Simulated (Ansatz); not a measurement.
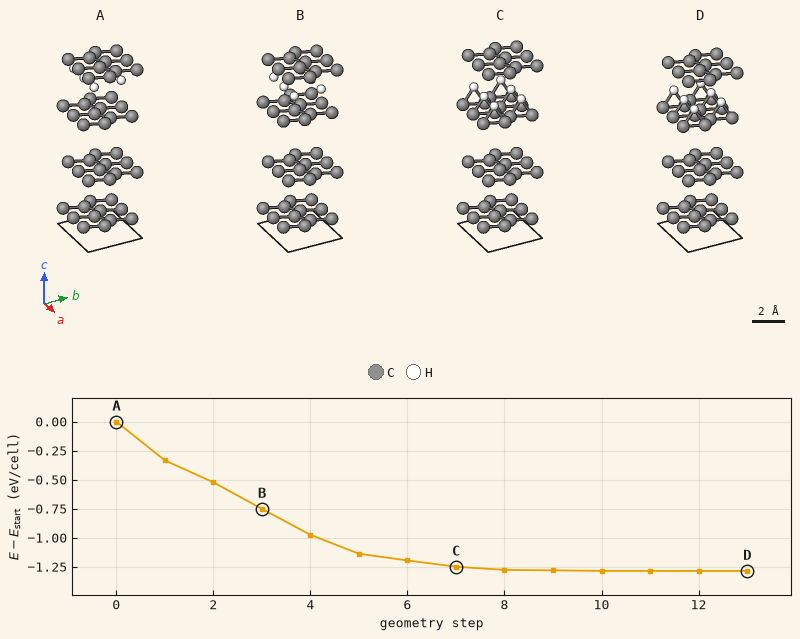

Frames of a constrained relaxation of a slab of composition HC8 (cut from the Fmmm phase), marked on the history of the run. The picture is a ball-and-stick view of the 3 × 2 repeat of the cell, outlined in the plane, without the vacuum, seen slightly off an axis.

Case: H put at a hollow C-C site. The slab is the (0 0 1) face of C with H on it. 4 atoms are held fixed.

The calculation used DFT PBE+D3(BJ), scalar-relativistic, plane waves, PAW in Ansatz 0.2.0.

Input file:
```yaml
crystal:
  lattice:
    - [2.4655379958, 0.0, 0.0]
    - [-1.2327689979, 2.1341461202, 0.0]
    - [0.0, 0.0, 29.1985170553]
  atoms:
    - { symbol: C, position: [0.0833101793, 0.1666203587, 0.2911106747] }
    - { symbol: C, position: [0.4166898206, 0.8333796413, 0.2911106747] }
    - { symbol: C, position: [0.5833101794, 0.1666203587, 0.4075389574] }
    - { symbol: C, position: [0.9166898206, 0.8333796413, 0.4075389574] }
    - { symbol: C, position: [0.0833101793, 0.1666203587, 0.5239644132] }
    - { symbol: C, position: [0.4166898206, 0.8333796413, 0.5239644132] }
    - { symbol: C, position: [0.5833101794, 0.1666203587, 0.640392696] }
    - { symbol: C, position: [0.9166898206, 0.8333796413, 0.640392696] }
    - { symbol: H, position: [0.25, 0.5, 0.6075143139] }
basis:
  ecutwfc: 420
kpoints:
  mp_grid: { grid: [12, 12, 1] }
hamiltonian:
  xc: pbe
  dispersion: d3bj
scf:
  occupations: { method: gaussian, width: 0.1 }
output:
  forces: true
  eigenvalues: true
  write_density: true
  write_potential: true
  elf: true
  volumetric_format: npy
relax:
  adjacent_minimum: "off"
  f_tol: 0.03
  max_steps: 70
  constraints: [{ sites: [0, 1, 2, 3] }]
efield:
  axis: 3
  dipole_correction: true
  ramp_width: 0.04
```

Command:
```bash
ansatz run input.yaml --threads 2 --pin off --max-ram 5120MiB --backend cpu --events-out ev --progress --plain --runs-dir out
```

What happens along the run?

Answer. After 13 geometry steps the energy has fallen by 1.285 eV per cell of the calculation. The largest force component goes from 2.3 to 0.00053 eV/Å. The largest move is that of H9, 1.45 Å along the normal (−c). By element the largest moves are H 1.45 Å, C 0.21 Å. The cell doesn't change. Among the contacts that change: C5–H9 2.541 → 1.315 Å, C5–C6 1.423 → 1.453 Å, C5–C6 (another image) 1.423 → 1.409 Å. New bonds form, among them: C5–H9 (2.54 → 1.31 Å), C6–H9 (2.54 → 1.31 Å). Bond angles that change, for instance: C6–C5–C6 120.0° → 122.1°. From step 0 to 3: H9 moves most (0.58 Å), energy −0.750 eV per cell of the calculation. From step 3 to 7: H9 moves most (0.65 Å), energy −0.498 eV per cell of the calculation. From step 7 to 13: C atoms move most (0.47 Å), energy −36.4 meV per cell of the calculation.

Limits of the set-up: the periodic images lie only 2.5 Å apart, so the values are limited by the cell's size.
